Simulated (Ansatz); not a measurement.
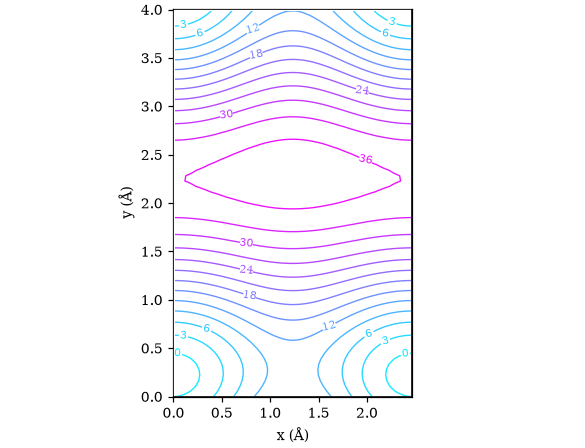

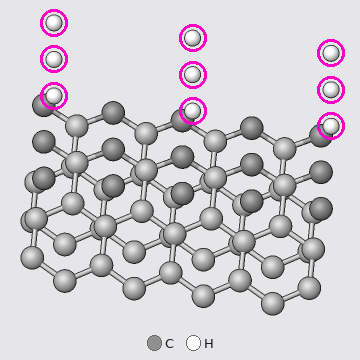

Energy landscape of H on a C(011) slab cut from the Fmmm phase, its upper half relaxed before the scan (12 atoms of substrate and one adsorbate in a 2 × 1 cell). H is moved over the surface cell at a fixed height above a rigid substrate; the origin of the map has the adsorbate above C11; the height is held at 3.10 Å. Places are given modulo a cell vector. The map is drawn in real space over the plane of the surface. The scan uses a 6 × 6 grid; 24 points were computed and 12 follow by symmetry. Places are given in fractions of the 1 × 1 surface cell. All energies are given in meV relative to the lowest grid point. At a fixed height the lowest place need not be the adsorption site. Computed with DFT PBE+D3(BJ), scalar-relativistic, plane waves, PAW (Ansatz 0.2.0). Settings: cutoff 420 eV, k-mesh 6×7×1, gaussian smearing 0.05 eV, spin-polarised.

In the figure: contour lines labelled in meV, the outline of one cell of the plane. Between grid points the surface is interpolated. The second picture is the structure at the lowest point; rings mark the moved atoms.

> Describe this landscape.

The lowest grid point is at the top site over a surface C atom, (0/6, 0/6) of the cell vectors. The bottom of the well lies between grid points, at about (0.00, 0.06) of the cell vectors, about 1.4 meV lower on the interpolated surface. It is the only kind of minimum in the scanned range. The highest grid point, a fourfold hollow, (3/6, 3/6) of the cell vectors, lies 36.6 meV above the lowest. On the interpolated surface the easiest way out of the lowest well to its copy in the next cell or period passes a barrier of about 12 meV, counted from the interpolated bottom of the well. At the lowest point the adsorbate has 1 C at 3.10 Å as nearest neighbours, at the highest 5 C at 3.91 Å.

Time for the 24 points that were run: 25 min on 2 threads of Arm Neoverse V2, with other jobs on the host.

PAW datasets: the set soft_1.
